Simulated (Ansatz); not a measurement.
# Band gap of CS2NF5 (P-1) from density functionals to GW

Wanted: a ladder of band gaps for CS2NF5 (P-1), from density functionals to G0W0.

Main program and level: Ansatz 0.2.0; density functionals, hybrids and G0W0, plane waves, PAW.

## Step 1: The structure

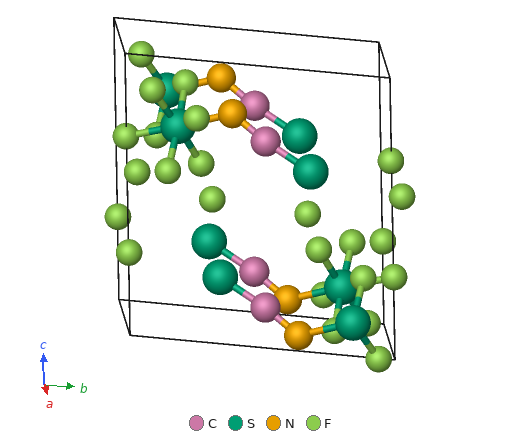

Start, viewed slightly off an axis; carbon pink, sulfur teal, nitrogen orange, fluorine green. 2×1×1 cells are drawn. Bonds to atoms that aren't drawn are left out. Some periodic images of atoms are drawn too.

Geometry: measured cell, ions relaxed with PBE. The runs that relaxed it are not among those shown.

The logs state that the PAW files were generated under PBE.

## Step 2: LDA on the 6×4×4 mesh

This step: DFT, LDA, plane waves, PAW; PAW set soft_1.

Contents of input.yaml:

```yaml
crystal:
  lattice:
    - [4.851, 0.0, 0.0]
    - [-0.2429962821, 7.4030130222, 0.0]
    - [-0.0929160701, -1.0366422871, 7.8775412009]
  atoms:
    - { symbol: C, position: [0.3704668563, 0.511281436, 0.7789674265] }
    - { symbol: C, position: [0.6295331437, 0.488718564, 0.2210325735] }
    - { symbol: S, position: [0.5069110792, 0.6743134807, 0.7030080864] }
    - { symbol: S, position: [0.4930889208, 0.3256865193, 0.2969919136] }
    - { symbol: S, position: [0.1123244275, 0.1912861656, 0.7728123248] }
    - { symbol: S, position: [0.8876755725, 0.8087138344, 0.2271876752] }
    - { symbol: "N", position: [0.2695326305, 0.3914099602, 0.8545470961] }
    - { symbol: "N", position: [0.7304673695, 0.6085900398, 0.1454529039] }
    - { symbol: F, position: [0.9498932602, 0.2824875867, 0.6277270521] }
    - { symbol: F, position: [0.0501067398, 0.7175124133, 0.3722729479] }
    - { symbol: F, position: [0.2661306003, 0.0907955868, 0.9117928285] }
    - { symbol: F, position: [0.7338693997, 0.9092044132, 0.0882071715] }
    - { symbol: F, position: [0.9605213198, -0.0004253749, 0.7012299471] }
    - { symbol: F, position: [0.0394786802, 1.0004253749, 0.2987700529] }
    - { symbol: F, position: [0.860244641, 0.2319621255, 0.89906027] }
    - { symbol: F, position: [0.139755359, 0.7680378745, 0.10093973] }
    - { symbol: F, position: [0.3582205304, 0.1401040865, 0.6410071536] }
    - { symbol: F, position: [0.6417794696, 0.8598959135, 0.3589928464] }
kpoints:
  mp_grid: { grid: [6, 4, 4] }
  band_path:
    path:
      - [0.0, 0.0, 0.0]
      - [-0.5, 0.0, 0.0]
      - [0.0, 0.0, -0.5]
      - [0.0, -0.5, 0.0]
      - [0.5, -0.5, 0.5]
      - [0.0, -0.5, 0.5]
      - [0.5, -0.5, 0.0]
      - [-0.5, 0.0, 0.5]
      - [0.0, -0.5, 0.25]
      - [0.1666666667, 0.25, 0.25]
    npoints: 1
hamiltonian:
  xc: lda
  pseudopotentials: { kind: paw, azcp: { folder: soft_1 }, xc_functional: pbe }
scf:
  occupations: { method: fixed }
  n_extra_bands: 10
output:
  eigenvalues: true
  forces: true
  stress: true
```

Command:

```bash
$ ansatz run input.yaml --threads 2 --pin off --max-ram 92160MiB --backend cuda --events-out ev --progress --plain --runs-dir out --devices 1 --max-vram 13GiB
```

Numbers of over 12 decimals in the logs are rounded to 6 here.

Log:

```text
scf.n_extra_bands = 10 over 56 filled bands (N_el = 112.0): the run solves 66 bands
GPUs: using 1 of 1 available (devices: 1).
Engine: ansatz 0.2.0, x86_64-unknown-linux-gnu
Pseudopotentials: kind: paw
Pseudopotential: C, paw, valence charge 4, recommended cutoff 420 eV (normal), soft_1/C.paw.azcp
Pseudopotential: S, paw, valence charge 6, recommended cutoff 420 eV (normal), soft_1/S.paw.azcp
Pseudopotential: N, paw, valence charge 5, recommended cutoff 420 eV (normal), soft_1/N.paw.azcp
Pseudopotential: F, paw, valence charge 7, recommended cutoff 420 eV (normal), soft_1/F.paw.azcp
Functional definition: SPW92
  exchange = slater_x
  correlation = pw_c
device memory: the entry about to start is reckoned to put 4.4 GiB on a device that reports 51.1 GiB free (of which the cap on the GPU budget leaves the run 13.0 GiB)
GPU FFT provider: cuFFT
GPU libraries: cuBLAS 13.8.2, cuFFT 12.4.0, cuSOLVER 12.3.4
Crystal: 18 atoms, lattice volume = 282.898 Å³
Basis set: ecut = 420 eV, 5521 PW (Γ)
Bands: 66, of which v1, the nominal top of the filled ones, is band 56 counted from 1 (55 counted from 0)
Symmetry: 2 space group operations
Space group: P-1 (ITA 2), of the structure as read, at distance tolerance 6.6e-5 Å
k-points: 52 of 96
Non-local potential: C, projectors of the file, l = 0: 2, l = 1: 2, l = 2: 1
Non-local potential: S, projectors of the file, l = 0: 2, l = 1: 2, l = 2: 1
Non-local potential: N, projectors of the file, l = 0: 2, l = 1: 2, l = 2: 1
Non-local potential: F, projectors of the file, l = 0: 2, l = 1: 2, l = 2: 1
PAW form: soft (Blöchl's): semilocal exchange-correlation on the pseudo side does not see the compensation charge
PAW frozen core: C, regenerated for the run's functional, and the local potential with it (the file was generated under x = pbe(κ = 0.804, μ = 0.219515), c = pbe(β = 0.066725))
PAW frozen core: S, regenerated for the run's functional, and the local potential with it (the file was generated under x = pbe(κ = 0.804, μ = 0.219515), c = pbe(β = 0.066725))
PAW frozen core: N, regenerated for the run's functional, and the local potential with it (the file was generated under x = pbe(κ = 0.804, μ = 0.219515), c = pbe(β = 0.066725))
PAW frozen core: F, regenerated for the run's functional, and the local potential with it (the file was generated under x = pbe(κ = 0.804, μ = 0.219515), c = pbe(β = 0.066725))
PAW one-centre angular grid: C, 110 points (default); XC on 64 Gauss nodes
PAW one-centre angular grid: S, 110 points (default); XC on 64 Gauss nodes
PAW one-centre angular grid: N, 110 points (default); XC on 64 Gauss nodes
PAW one-centre angular grid: F, 110 points (default); XC on 64 Gauss nodes
Initial density: superposition of atomic densities (chi_scale 0.1, normalization cell, long waves 74 % of neutral atoms (reshape's long-wave potential 1.74 eV rms, cloud 1.62 Å wide))
Initial wavefunctions: pseudopotential atomic-orbital guess
GPU buffer pool allocated for 97200 grid points (all kernels)
GPU transforms: local potential and band sums: pruned to the plane-wave sphere, on 36×50×54
Functional: x = slater, c = lda
SCF iter   1: F=—  HF=-12654.115524 eV  |F-HF|=—  |Δ(HF+E_count)|=         —  Δρ=1.12e-1  dr2=4.93e1  ethr=3.10e-3  ⟨swp⟩=5.0  Hψ=14874  notcnv=0  defer=416
preconditioner: auto → Resta (q_TF=auto, 2.338 Å⁻¹)  ε∞=4.2  [insulator: Δε(μ)=1.805 eV  Ē_g=13.015 eV  n_scr=62 (ndim 8)  ℏωp=23.4 eV  f_vac=0.182  ε∞_Penn≈4.2]
SCF iter   2: F=—  HF=-12641.294122 eV  |F-HF|=—  |Δ(HF+E_count)|=    1.28e1  Δρ=4.86e-2  dr2=8.50e0  ethr=3.10e-3  ⟨swp⟩=5.2  Hψ=9226  notcnv=0  defer=416
SCF iter   3: F=—  HF=-12639.183519 eV  |F-HF|=—  |Δ(HF+E_count)|=    2.11e0  Δρ=2.28e-2  dr2=1.63e0  ethr=3.10e-3  ⟨swp⟩=3.0  Hψ=6379  notcnv=0  defer=374
SCF iter   4: F=—  HF=-12638.645943 eV  |F-HF|=—  |Δ(HF+E_count)|=   5.38e-1  Δρ=8.83e-3  dr2=2.13e-1  ethr=1.46e-3  ⟨swp⟩=3.0  Hψ=6574  notcnv=0  defer=416
SCF iter   5: F=—  HF=-12638.584012 eV  |F-HF|=—  |Δ(HF+E_count)|=   6.19e-2  Δρ=3.60e-3  dr2=6.15e-2  ethr=1.91e-4  ⟨swp⟩=2.7  Hψ=6490  notcnv=0  defer=416
SCF iter   6: F=—  HF=-12638.566047 eV  |F-HF|=—  |Δ(HF+E_count)|=   1.80e-2  Δρ=1.09e-3  dr2=5.14e-3  ethr=5.49e-5  ⟨swp⟩=3.0  Hψ=5818  notcnv=0  defer=416
SCF iter   7: F=—  HF=-12638.565624 eV  |F-HF|=—  |Δ(HF+E_count)|=   4.23e-4  Δρ=4.24e-4  dr2=4.22e-4  ethr=4.59e-6  ⟨swp⟩=2.2  Hψ=5129  notcnv=0  defer=416
SCF iter   8: F=—  HF=-12638.565530 eV  |F-HF|=—  |Δ(HF+E_count)|=   9.38e-5  Δρ=3.38e-4  dr2=1.95e-4  ethr=3.77e-7  ⟨swp⟩=2.0  Hψ=6747  notcnv=0  defer=416
SCF iter   9: F=—  HF=-12638.565586 eV  |F-HF|=—  |Δ(HF+E_count)|=   5.56e-5  Δρ=7.14e-5  dr2=1.31e-5  ethr=1.74e-7  ⟨swp⟩=2.0  Hψ=5616  notcnv=0  defer=416
SCF iter  10: F=—  HF=-12638.566024 eV  |F-HF|=—  |Δ(HF+E_count)|=   4.38e-4  Δρ=3.27e-5  dr2=2.19e-6  ethr=1.17e-8  ⟨swp⟩=3.0  Hψ=7776  notcnv=0  defer=414
SCF iter  11: F=—  HF=-12638.566024 eV  |F-HF|=—  |Δ(HF+E_count)|=   1.63e-7  Δρ=1.92e-5  dr2=8.20e-7  ethr=1.96e-9  ⟨swp⟩=2.0  Hψ=5822  notcnv=0  defer=414
SCF iter  12: F=-12638.566024 eV  HF=-12638.566024 eV  |F-HF|=1.00e-9  |Δ(HF+E_count)|=   7.81e-8  Δρ=4.94e-6  dr2=9.62e-8  ethr=8.93e-11  ⟨swp⟩=17.1  Hψ=24439  notcnv=0
SCF 1 converged in 12 iterations: F = -12638.566024 eV  dr2 = 9.62e-8
[...]
device memory: the entry about to start is reckoned to put 2.7 GiB on a device that reports 51.7 GiB free (of which the cap on the GPU budget leaves the run 13.0 GiB)
NSCF: frozen V_eff on 10 k-points
SCF converged after 12 iterations
Free energy (F): -12638.566024 eV
Harris-Foulkes:  -12638.566024 eV  (|F-HF|=1.00e-9)
Internal energy: -12638.566024 eV  (E = F + TS)
E sigma→0 (E₀):  -12638.566024 eV
Fermi energy:    0.559117 eV
--- Per-component energies (eV) ---
  E_band       = -986.210241
  E_kinetic    = 2823.110227
  E_local      = -11005.912500  (includes V_loc(G=0)·N_el)
  E_nonlocal   = 1152.421462
  E_hartree    = 4217.529567
  E_xc         = -1302.096156
  E_vxc        = -1554.026053  (∫ρ·V_xc dr)
  E_paw        = -4647.159856  (= ΣΔE_a)
  E_vpaw       = -836.883117  (= ΣTr[D̂ρ^β])
  E_aug_tail   = 0.008969  (compensation charges beyond the density's cutoff)
  E_ewald      = -3878.498795
  E_core_change = 2.031061  (= ΣΔE_core)
  E_smearing   = -0.000000  (= −TS)
  E_closure    = -0.000000  (closes the sum)
  Σ components = -12638.566024   (vs F -12638.566024, Δ=0.00e0)
--- Forces (eV/Å), atoms counted from 1 ---
  atom   1  C     -0.03295124    -0.12077332     0.16142116
  atom   2  C      0.03295124     0.12077332    -0.16142116
  atom   3  S     -0.18724531    -0.35463963     0.14940804
  atom   4  S      0.18724531     0.35463963    -0.14940804
  atom   5  S     -0.06433927    -0.10813357     0.04485189
  atom   6  S      0.06433927     0.10813357    -0.04485189
  atom   7  N     -0.02874318    -0.08636849    -0.56601539
  atom   8  N      0.02874318     0.08636849     0.56601539
  atom   9  F      0.37862014    -0.43580130     0.56517927
  atom  10  F     -0.37862014     0.43580130    -0.56517927
  atom  11  F     -0.39268153     0.41503368    -0.56734837
  atom  12  F      0.39268153    -0.41503368     0.56734837
  atom  13  F      0.34646824     0.69540499     0.27014707
  atom  14  F     -0.34646824    -0.69540499    -0.27014707
  atom  15  F      0.57193480    -0.11304935    -0.51971105
  atom  16  F     -0.57193480     0.11304935     0.51971105
  atom  17  F     -0.58143260     0.12132834     0.48660633
  atom  18  F      0.58143260    -0.12132834    -0.48660633
  max |Σ_I F_I| component: 0.00e0 eV/Å
--- Stress (GPa, compression-positive) ---
       -3.817708      -0.481847       0.206809
       -0.481847      -4.719384       0.531472
        0.206809       0.531471      -4.091113
  P = ⅓ Tr σ = -4.2094 GPa (-42.094 kbar)
--- Band table (eV; the first three rows and the last of 52) ---
  k-point 0: bands = [... 52 lower, -0.1940, -0.0953, 0.4724, 0.5289, 3.3761, 3.7151, 4.9866, 5.0972, ... 6 higher]
  k-point 1: bands = [... 52 lower, -0.2893, 0.0488, 0.4405, 0.5180, 3.4038, 3.6942, 4.8914, 5.2037, ... 6 higher]
  k-point 2: bands = [... 52 lower, -0.3345, 0.1559, 0.4176, 0.4846, 3.4352, 3.6707, 4.8443, 5.2486, ... 6 higher]
  k-point 51: bands = [... 52 lower, -0.4958, 0.2757, 0.4054, 0.4368, 3.5355, 3.5739, 5.1729, 5.2750, ... 6 higher]
```

The job ended after 26 s (1 × NVIDIA H100 80GB HBM3 (shared by 6 runs) with 2 threads of AMD EPYC 7R13 (Zen 3), shared host; peak memory 0.98 GiB).

In the SCF lines HF is the Harris–Foulkes energy and dr2 the Hartree energy of the density residual, in eV; the loop may stop once dr2 is under the threshold and the program's other checks hold. Hψ counts applications of the Hamiltonian.

This step gave:

```yaml
pressure: -4.209 GPa
gap: 2.754 eV
valence_top_at: k = (0.000, -0.500, 0.250)
conduction_bottom_at: k = (0.167, 0.250, 0.250)
least_direct_gap: 2.808 eV
```

Over mesh and listed points the gap is 2.754 eV, from k = (0.000, -0.500, 0.250) to k = (0.167, 0.250, 0.250). The least direct gap found is 2.808 eV, at k = (0.167, 0.250, 0.250). The pressure in this cell is -4 GPa; the cell is kept.

## Step 3: PBEsol on the 6×4×4 mesh

This step: DFT, PBEsol, plane waves, PAW; PAW set soft_1.

Edit input.yaml of step 2 so:

```diff
@@ -40,3 +40,3 @@
 hamiltonian:
-  xc: lda
+  xc: pbesol
   pseudopotentials: { kind: paw, azcp: { folder: soft_1 }, xc_functional: pbe }
```

Log:

```text
[...]
GPUs: using 1 of 1 available (devices: 1).
[...]
GPU FFT provider: cuFFT
GPU libraries: cuBLAS 13.8.2, cuFFT 12.4.0, cuSOLVER 12.3.4
Crystal: 18 atoms, lattice volume = 282.898 Å³
Basis set: ecut = 420 eV, 5521 PW (Γ), exchange–correlation on 72×100×108 points (8 copies of the dense FFT grid, shifted against one another)
Bands: 66, of which v1, the nominal top of the filled ones, is band 56 counted from 1 (55 counted from 0)
Symmetry: 2 space group operations
[...]
k-points: 52 of 96
[...]
GPU buffer pool allocated for 97200 grid points (all kernels)
[...]
SCF iter   1: F=—  HF=-12799.238240 eV  |F-HF|=—  |Δ(HF+E_count)|=         —  Δρ=1.10e-1  dr2=4.75e1  ethr=3.10e-3  ⟨swp⟩=5.0  Hψ=14885  notcnv=0  defer=416
[...]
atom   7  N     -0.06954587    -0.14622073    -0.19441827
  atom   8  N      0.06954587     0.14622073     0.19441827
[...]
atom  15  F      0.32075714    -0.04426100    -0.27002867
  atom  16  F     -0.32075714     0.04426100     0.27002867
  atom  17  F     -0.31151790     0.06810913     0.26762617
  atom  18  F      0.31151790    -0.06810913    -0.26762617
  max |Σ_I F_I| component: 0.00e0 eV/Å
--- Stress (GPa, compression-positive) ---
       -0.847690      -0.085851       0.062795
       -0.085850      -1.228881       0.191883
        0.062795       0.191882      -1.042616
  P = ⅓ Tr σ = -1.0397 GPa (-10.397 kbar)
--- Band table (eV; the first three rows and the last of 52) ---
  k-point 0: bands = [... 52 lower, 0.0320, 0.1312, 0.6914, 0.7459, 3.7093, 4.0239, 5.3577, 5.4501, ... 6 higher]
  k-point 1: bands = [... 52 lower, -0.0609, 0.2698, 0.6622, 0.7353, 3.7338, 4.0042, 5.2675, 5.5357, ... 6 higher]
  k-point 2: bands = [... 52 lower, -0.1055, 0.3720, 0.6409, 0.7045, 3.7618, 3.9821, 5.2229, 5.5634, ... 6 higher]
  k-point 51: bands = [... 52 lower, -0.2598, 0.4879, 0.6304, 0.6624, 3.8540, 3.8882, 5.5294, 5.5837, ... 6 higher]
[key lines of the parts left out:]
SCF converged after 13 iterations
Free energy (F): -12784.449579 eV
Fermi energy:    0.775593 eV
```

The job ended after 24 s (1 × NVIDIA H100 80GB HBM3 (shared by 6 runs) with 2 threads; peak memory 0.98 GiB; 37 s of CPU time).

This step gave:

| Item | Value |
| --- | --- |
| pressure | -1.040 GPa |
| gap | 2.868 eV |
| valence top at | k = (0.000, -0.500, 0.250) |
| conduction bottom at | k = (0.167, 0.250, 0.250) |
| least direct gap | 2.918 eV |

Over mesh and listed points the gap is 2.868 eV, from k = (0.000, -0.500, 0.250) to k = (0.167, 0.250, 0.250). The least direct gap found is 2.918 eV, at k = (0.167, 0.250, 0.250). PBEsol against LDA: 2.868 − 2.754 = +0.114 eV, with the same mesh, files and cutoff, and both edges at the same k points.

## Step 4: PBE on the 6×4×4 mesh

Levels along a band path and on the mesh show where this functional puts the band edges.

This step: DFT, PBE, plane waves, PAW; PAW set soft_1.

Edit input.yaml of step 3 so:

```diff
@@ -28,18 +28,12 @@
     path:
-      - [0.0, 0.0, 0.0]
-      - [-0.5, 0.0, 0.0]
-      - [0.0, 0.0, -0.5]
-      - [0.0, -0.5, 0.0]
-      - [0.5, -0.5, 0.5]
-      - [0.0, -0.5, 0.5]
-      - [0.5, -0.5, 0.0]
-      - [-0.5, 0.0, 0.5]
-      - [0.0, -0.5, 0.25]
-      - [0.1666666667, 0.25, 0.25]
-    npoints: 1
+      - [[0.0, 0.0, 0.0], [-0.5, 0.0, 0.0]]
+      - [[0.0, 0.0, -0.5], [0.0, 0.0, 0.0], [0.0, -0.5, 0.0]]
+      - [[0.5, -0.5, 0.5], [0.0, 0.0, 0.0], [0.0, -0.5, 0.5]]
+      - [[0.5, -0.5, 0.0], [0.0, 0.0, 0.0], [-0.5, 0.0, 0.5]]
+    npoints: 10
 hamiltonian:
-  xc: pbesol
-  pseudopotentials: { kind: paw, azcp: { folder: soft_1 }, xc_functional: pbe }
+  xc: pbe
+  pseudopotentials: { kind: paw, azcp: { folder: soft_1 } }
 scf:
-  occupations: { method: fixed }
+  occupations: { method: fermi_dirac, width: 0.02 }
   n_extra_bands: 10
@@ -49 +43,5 @@
   stress: true
+  write_density: true
+  write_potential: true
+  elf: true
+  volumetric_format: npy
```

Log:

```text
[...]
GPUs: using 1 of 1 available (devices: 1).
[...]
GPU FFT provider: cuFFT
GPU libraries: cuBLAS 13.8.2, cuFFT 12.4.0, cuSOLVER 12.3.4
Crystal: 18 atoms, lattice volume = 282.898 Å³
Basis set: ecut = 420 eV, 5521 PW (Γ), exchange–correlation on 72×100×108 points (8 copies of the dense FFT grid, shifted against one another)
[...]
k-point 0: bands = [... 52 lower, 0.0715, 0.1682, 0.7285, 0.7820, 3.7451, 4.0665, 5.4058, 5.4994, ... 6 higher]
  k-point 1: bands = [... 52 lower, -0.0200, 0.3035, 0.7001, 0.7715, 3.7706, 4.0471, 5.3175, 5.5830, ... 6 higher]
  k-point 2: bands = [... 52 lower, -0.0641, 0.4023, 0.6792, 0.7422, 3.7997, 4.0251, 5.2730, 5.6112, ... 6 higher]
  k-point 51: bands = [... 52 lower, -0.2168, 0.5185, 0.6683, 0.7000, 3.8940, 3.9314, 5.5774, 5.6325, ... 6 higher]
[key lines of the parts left out:]
SCF converged after 13 iterations
Free energy (F): -12950.657688 eV
Fermi energy:    2.257641 eV
P = ⅓ Tr σ = 1.2367 GPa (12.367 kbar)
```

Run time: 24 s. Hardware: 1 × NVIDIA H100 80GB HBM3 (shared by 6 runs) with 2 threads; peak memory 1.3 GiB.

Numbers from this step:

```yaml
pressure: 1.237 GPa
gap: 2.871 eV
valence_top_at: k = (0.000, -0.500, 0.250)
conduction_bottom_at: k = (0.167, 0.250, 0.250)
least_direct_gap: 2.921 eV
```

Over mesh and path the gap is 2.871 eV, from k = (0.000, -0.500, 0.250) to k = (0.167, 0.250, 0.250). The least direct gap found is 2.921 eV, at k = (0.167, 0.250, 0.250). PBE against PBEsol: 2.871 − 2.868 = +0.003 eV, with the same mesh, files and cutoff, and both edges at the same k points.

## Step 5: r2SCAN on the 6×4×4 mesh

r2SCAN is a meta-GGA: it depends on the kinetic-energy density as well as on the density and its gradient.

This step: DFT, r2SCAN, plane waves, PAW; PAW set soft_1.

Edit input.yaml of step 4 so:

```diff
@@ -28,12 +28,18 @@
     path:
-      - [[0.0, 0.0, 0.0], [-0.5, 0.0, 0.0]]
-      - [[0.0, 0.0, -0.5], [0.0, 0.0, 0.0], [0.0, -0.5, 0.0]]
-      - [[0.5, -0.5, 0.5], [0.0, 0.0, 0.0], [0.0, -0.5, 0.5]]
-      - [[0.5, -0.5, 0.0], [0.0, 0.0, 0.0], [-0.5, 0.0, 0.5]]
-    npoints: 10
+      - [0.0, 0.0, 0.0]
+      - [-0.5, 0.0, 0.0]
+      - [0.0, 0.0, -0.5]
+      - [0.0, -0.5, 0.0]
+      - [0.5, -0.5, 0.5]
+      - [0.0, -0.5, 0.5]
+      - [0.5, -0.5, 0.0]
+      - [-0.5, 0.0, 0.5]
+      - [0.0, -0.5, 0.25]
+      - [0.1666666667, 0.25, 0.25]
+    npoints: 1
 hamiltonian:
-  xc: pbe
+  xc: r2scan
   pseudopotentials: { kind: paw, azcp: { folder: soft_1 } }
 scf:
-  occupations: { method: fermi_dirac, width: 0.02 }
+  occupations: { method: fixed }
   n_extra_bands: 10
@@ -43,5 +49 @@
   stress: true
-  write_density: true
-  write_potential: true
-  elf: true
-  volumetric_format: npy
```

Log:

```text
[...]
GPUs: using 1 of 1 available (devices: 1).
[...]
GPU FFT provider: cuFFT
GPU libraries: cuBLAS 13.8.2, cuFFT 12.4.0, cuSOLVER 12.3.4
Crystal: 18 atoms, lattice volume = 282.898 Å³
Basis set: ecut = 500 eV, 7187 PW (Γ), exchange–correlation on 144×240×240 points (64 copies of the dense FFT grid, shifted against one another)
[...]
k-point 0: bands = [... 52 lower, -0.2994, -0.1983, 0.3766, 0.4283, 3.8309, 4.1177, 5.5523, 5.6762, ... 6 higher]
  k-point 1: bands = [... 52 lower, -0.3981, -0.0533, 0.3454, 0.4191, 3.8527, 4.0988, 5.4867, 5.6963, ... 6 higher]
  k-point 2: bands = [... 52 lower, -0.4456, 0.0523, 0.3227, 0.3890, 3.8777, 4.0776, 5.4483, 5.7000, ... 6 higher]
  k-point 51: bands = [... 52 lower, -0.5984, 0.1680, 0.3137, 0.3459, 3.9626, 3.9840, 5.7308, 5.7332, ... 6 higher]
[key lines of the parts left out:]
SCF converged after 12 iterations
Free energy (F): -12983.378730 eV
Fermi energy:    0.459176 eV
P = ⅓ Tr σ = -2.5968 GPa (-25.968 kbar)
```

It took 14 s on 1 × NVIDIA H100 80GB HBM3 (shared by 6 runs) with 2 threads; peak memory 1.3 GiB.

This step gave:

| Property | Result |
| --- | --- |
| pressure | -2.597 GPa |
| gap | 3.294 eV |
| valence top at | k = (0.000, -0.500, 0.250) |
| conduction bottom at | k = (0.167, 0.250, 0.250) |
| least direct gap | 3.345 eV |

Over mesh and listed points the gap is 3.294 eV, from k = (0.000, -0.500, 0.250) to k = (0.167, 0.250, 0.250). The least direct gap found is 3.345 eV, at k = (0.167, 0.250, 0.250). r2SCAN against PBE: 3.294 − 2.871 = +0.423 eV. The runs also differ in plane-wave cutoff (420 eV and 500 eV), so how much of this comes from the functional alone is not known.

(Part 1 of 3 ends here.)

[Paths, hosts, dates, memory and timing lines, banners, echoed tables and standing remarks are left out of the program output.]

[Logs are printed without paths, hosts, clocks, repeated set-up lines and the standing remarks that a program may print on its own settings, such as how far it seeks lower states.]

[Runs of the session that timed out or met a known fault of the program may be left out.]

[Cells called generated may have been cut or substituted from an entry of the Crystallography Open Database or the Materials Project.]

[Hosts, paths, dates, database ids (printed as entryN), source tags and the programs' standing remarks are cut or masked in the printed files.]

[Where an RPA ε∞ is given, it is that of the G0W0 mesh and is not shown converged in it. Names of k-points follow the symmetry that the program found, which can be lower than the space group named. Band edges on a path are those of the sampled points; other points can move an edge, and change direct to indirect where valleys lie close.]

[Hybrid gaps are those of their k-mesh and are not shown converged in it.]
